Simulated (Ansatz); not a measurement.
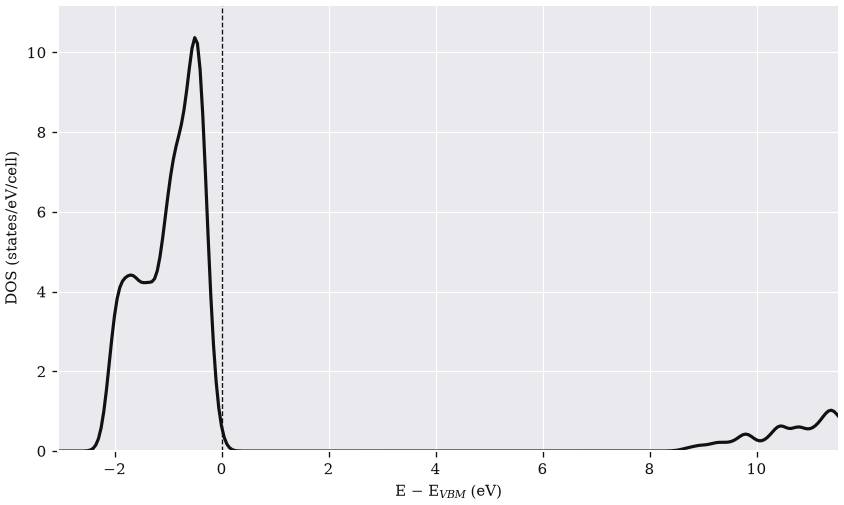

Density of states. Energies are counted from the top of the valence band. The curve is built from the levels of the k mesh with Gaussians 0.3 eV wide, which also blur the band edges.

Input of the run:

```
crystal:
  lattice:
    - [3.0731654395, 0.0, 0.0]
    - [-1.5365827197, 2.6614393407, 0.0]
    - [0.0, 0.0, 4.7569758493]
  atoms:
    - { symbol: Li, position: [0.3333333333, 0.6666666667, 0.3829895999] }
    - { symbol: Li, position: [0.6666666667, 0.3333333333, 0.8829895999] }
    - { symbol: F, position: [0.3333333333, 0.6666666667, 0.9920084001] }
    - { symbol: F, position: [0.6666666667, 0.3333333333, 0.4920084001] }
kpoints:
  mp_grid: { grid: [12, 12, 6] }
  band_path:
    path:
      - [0.0, 0.0, 0.0]
      - [0.5, 0.0, 0.0]
      - [0.3333333333, 0.3333333333, 0.0]
      - [0.0, 0.0, 0.5]
      - [0.5, 0.0, 0.5]
      - [0.3333333333, 0.3333333333, 0.5]
    npoints: 1
hamiltonian:
  xc: r2scan
  dispersion: rvv10
scf:
  occupations: { method: fermi_dirac, width: 0.03 }
  n_extra_bands: 5
output:
  forces: true
  stress: true
  eigenvalues: true
```

Command:
```bash
ansatz run input.yaml --threads 2 --pin off --max-ram 20275MiB --backend cpu --events-out ev --progress --plain --runs-dir out
```

Is there a gap at the Fermi level, and how wide?

Answer. There is a gap; over the k points computed it is 8.54 eV (direct among those points).

How wide is the upper valence band?

Answer. The upper group of valence states starts about 2.3 eV under the valence-band top, with a gap beneath it; it holds about 12 electrons a cell.
